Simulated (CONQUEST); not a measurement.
# Energy of Bi along an even scaling of the cell

System: Bi (12 atoms in the cell).
Method: Kohn-Sham DFT of a periodic cell, PBEsol, PseudoDojo NC PBEsol, no spin polarisation (CONQUEST 1.3).

The 7 runs differ only in the geometry, by an even scaling of the cell at fixed fractional positions. The structure derives from an entry of the Crystallography Open Database.

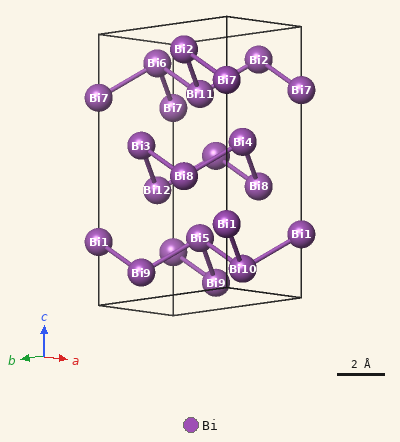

Figure 1. The structure of run 4 (ball-and-stick view of the cell of the calculation, seen at an oblique angle; atoms are numbered from 1 in the order of the input). An atom can appear more than once, as a periodic image.

**Input of run 4**
```
IO.Title Bi
IO.Coordinates coords.dat
IO.FractionalAtomicCoords T
IO.Iprint 2
IO.Iprint_init 1
General.NumberOfSpecies 1
General.PseudopotentialType hamann
AtomMove.TypeOfRun static
AtomMove.FullStress T
Grid.PointsAlongX 48
Grid.PointsAlongY 80
Grid.PointsAlongZ 120
DM.SolutionMethod diagon
Diag.MPMesh T
Diag.GammaCentred T
Diag.MPMeshX 6
Diag.MPMeshY 4
Diag.MPMeshZ 3
Diag.kT 0.00183747
minE.SCTolerance 1e-6
SC.MaxIters 100
IO.AtomChargeOutput T
%block ChemicalSpeciesLabel
1 208.980 Bi
%endblock
```

Command:
```bash
OMP_NUM_THREADS=1 Conquest
```

Lattice vectors (Å) and fractional positions of run 4:
```
   4.535000    0.000000    0.000000
   0.000000    7.854850    0.000000
   0.000000    0.000000   11.814000
Bi  0.000000  0.000000  0.234000
Bi  0.000000  0.333333  0.900667
Bi  0.000000  0.666667  0.567333
Bi  0.500000  0.166667  0.567333
Bi  0.500000  0.500000  0.234000
Bi  0.500000  0.833333  0.900667
Bi  0.000000  0.000000  0.766000
Bi  0.000000  0.333333  0.432667
Bi  0.000000  0.666667  0.099333
Bi  0.500000  0.166667  0.099333
Bi  0.500000  0.500000  0.766000
Bi  0.500000  0.833333  0.432667
```

Run 2 has the same physical settings and fractional positions; its lattice vectors (Å) are:
```
   4.473709    0.000000    0.000000
   0.000000    7.748691    0.000000
   0.000000    0.000000   11.654332
```

**Results, with one run withheld**

```csv
run,volume per atom (Å³),"free energy per atom, from the lowest run given (meV)",pressure (GPa),gap on the mesh (eV)
1,32.965,24.61,3.78,0.14
2,33.667,?,?,?
3,34.368,2.88,1.17,0.16
4,35.070,0.00,0.17,0.16
5,35.771,1.30,−0.75,0.17
6,36.472,6.48,−1.61,0.18
7,37.174,15.32,−2.39,0.17
```

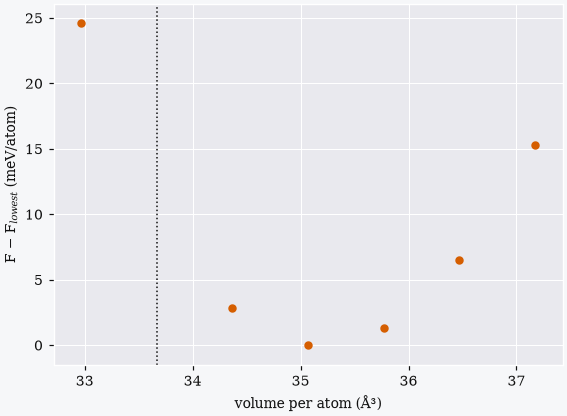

Figure 2. Free energy per atom of the runs given; the dotted line marks run 2.

Estimate the energy of run 2 from the others.

A cubic polynomial in V^(−2/3) (the Birch–Murnaghan form), fitted to the 6 runs given, misses them by at most 0.09 meV per atom. With x = V^(−2/3) − 0.09300 Å⁻², it reads F = −0.12894 − 349.39 x + 1.4045e+06 x² + 8.3939e+06 x³ (meV per atom). At run 2 it gives 10.95 meV per atom, and the run itself gives 10.92. The slope of the fit gives a pressure −dF/dV of 2.45 GPa there, and the run prints 2.47 GPa. The fit has its minimum at 35.189 Å³ per atom, where V d²F/dV² gives 49.4 GPa. Cell shape and fractional positions are held, so this is the stiffness under even scaling; the relaxed bulk modulus wasn't computed. The gap on the mesh lies between 0.14 eV (run 1) and 0.18 eV (run 6); run 2 has 0.15 eV. These are gaps of this functional on this mesh, which can miss the band edges; they aren't the measured gap.

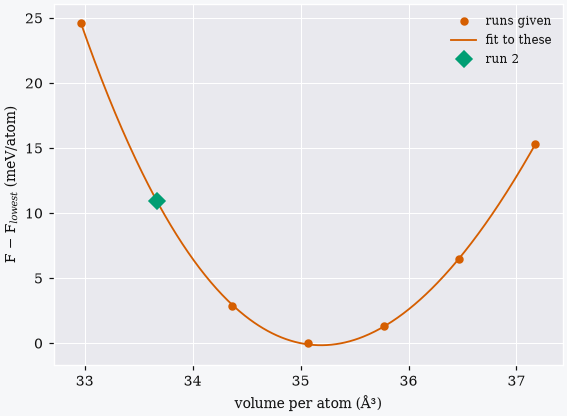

Figure 3. The fit and the withheld run.

**Some lines of the output (run 2)**
```
[...]
          DFT Total Energy                 :      -983.009641544895544 Ha
          Free Energy (E-TS)               :      -983.017642042068587 Ha
          DFT Total Energy                 :      -983.016166732507145 Ha
          Free Energy (E-TS)               :      -983.016835942966168 Ha
          DFT Total Energy                 :      -983.016490047346451 Ha
          Free Energy (E-TS)               :      -983.016821192512339 Ha
          DFT Total Energy                 :      -983.016490531857471 Ha
          Free Energy (E-TS)               :      -983.016825508744773 Ha
          DFT Total Energy                 :      -983.016446842538699 Ha
          Free Energy (E-TS)               :      -983.016820134696673 Ha
          DFT Total Energy                 :      -983.016490853284949 Ha
      | Free Energy as E-TS      =      -983.016820134696673 Ha
      |* DFT total energy        =      -983.016490853284949 Ha
    force: Average pressure:      2.47403326 GPa
```

Notes: Spin–orbit coupling is left out, which matters for Bi. With a small basis of atomic orbitals these values can differ much from converged plane-wave results.
